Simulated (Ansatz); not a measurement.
Hf$_{7}$O$_{16}$ (cell with a defect)

```
Hf O
1.0
    -4.83012   -4.83012    0.00000
    -4.83012    4.83012    0.00000
     4.83012    0.00000   -6.41943
Hf O
7 16
Cartesian
  -4.9098 0.0175 -0.0291
  -0.0922 0.0802 -3.1947
  -0.0315 -4.7642 -6.3588
  -2.5211 2.4426 -1.5239
  -2.2893 -2.4816 -4.7434
  -2.3571 -2.5531 -1.6451
  -2.4653 2.5009 -4.8650
  -3.9145 3.9229 -1.6594
  -3.9659 -1.3372 -5.2059
  -3.5061 -0.8776 -1.1818
  0.8900 -0.9312 -4.7314
  -3.2264 1.5409 -3.2213
  1.4228 1.4935 -6.3228
  -3.3979 -3.3354 -3.2027
  -3.3326 1.4246 -6.4071
  -1.5638 3.2099 -3.1671
  -1.4445 -1.5062 -6.4070
  -1.5125 -1.4390 -3.1853
  -1.5106 -1.4345 -0.0596
  -0.9909 0.9748 -1.5642
  -0.9837 -3.9322 -4.8803
  -5.7257 0.9841 -1.5091
  -0.9892 0.9779 -4.8246
```

Spin-polarised.

The calculation used Ansatz, DFT PBEsol, scalar-relativistic, plane waves, PAW.

The density is the valence pseudo-density of a PAW calculation; it isn't the true density close to the nuclei.

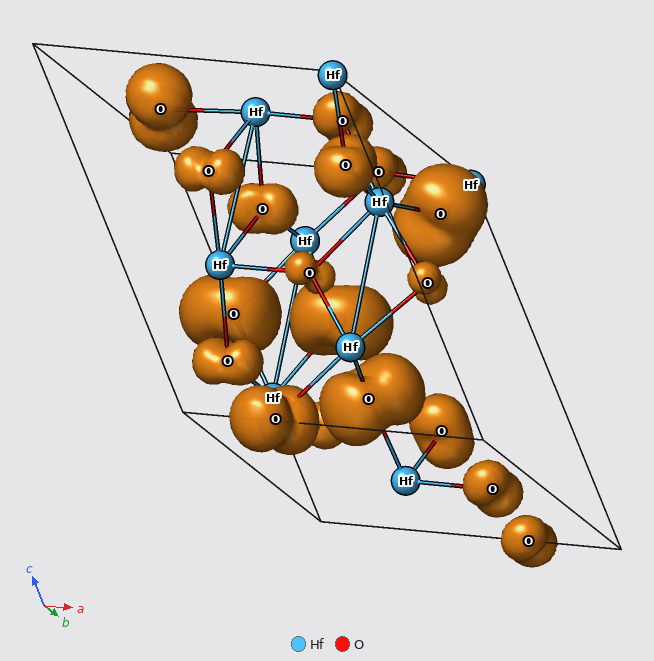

Figure 1. Isosurfaces of the magnetisation density (up minus down) at +0.03 (orange) and −0.03 e/Å³ (purple), seen at an oblique angle. Sticks mark near contacts.

**Describe the spin distribution.**

The spin density sits on O: +0.6 μB (×4) and +0.3 μB (×2) in one cell of 23 atoms, with smaller moments on other sites: O (up to +0.11 μB): parallel moments (a ferromagnetic arrangement) in this solution. The cell of the calculation (23 atoms) carries 4.0 μB of net spin moment. Only one sign reaches the isovalue.

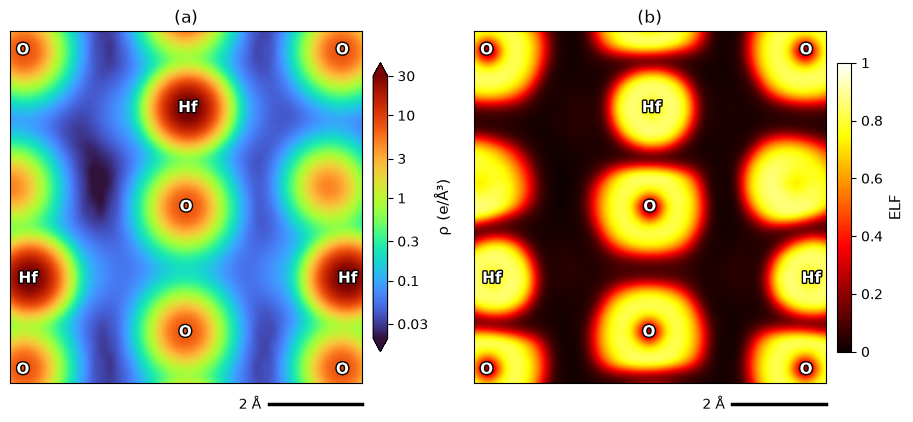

Figure 2. (a) valence electron density; (b) ELF on the (001) plane of the calculation cell.

**Read the bonding off the picture.**

- Atoms in the plane: Hf and O.
- Atoms just off the plane (O, 0.4 Å away) can leave unmarked features too.
- Hf–O (1.96 Å): the density is about 1.1 e/Å³ at the midpoint; the ELF peaks at about 0.80 in the valence shell of O, 0.6 Å from its nucleus, and drops to about 0.20 between the two atoms; no localised pair shows between them.
- Hf–O (2.12 Å): ρ at the midpoint is about 0.69 e/Å³; the ELF peaks at about 0.85 in the valence shell of O, 0.6 Å from its nucleus, and drops to about 0.15 between the two atoms (no localised pair shows between them).
- Between the atoms the lowest density in this plane is 0.02 e/Å³.
- The features right at Hf lie inside the PAW spheres, where the map follows smoothed inner orbitals and isn't to be read closely.

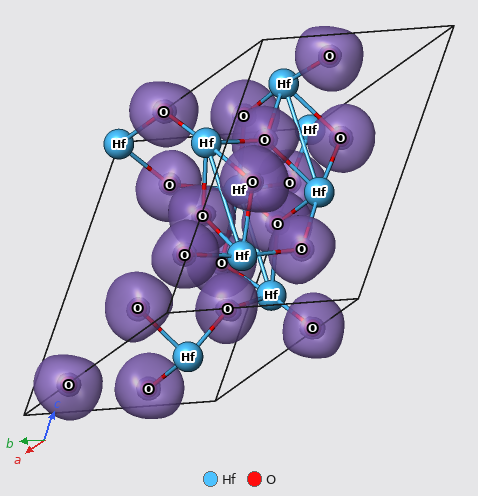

Figure 3. Isosurface of the ELF at 0.65 (purple), seen at an oblique angle. Only the valence region is drawn (cores and ρ < 0.01 e/Å³ removed). Sticks mark near contacts.

**What do the ELF domains correspond to?**

At this value the surface marks out 16 regions wrapped around O (the valence shell of each), counted in one cell of 23 atoms. Any copies at cell faces, edges or corners count once. Profiles from the grid: Hf–O (1.95 Å): the ELF peaks at about 0.80 in the valence shell of O, 0.6 Å from its nucleus, and drops to about 0.20 between the two atoms; no localised pair shows between them. Hf–Hf (3.10 Å): the ELF is about 0.10 at the midpoint: no localised pair shows between them.

**Does the calculation give a band gap?**

It is metallic or semimetallic at this level of theory: no gap opens.
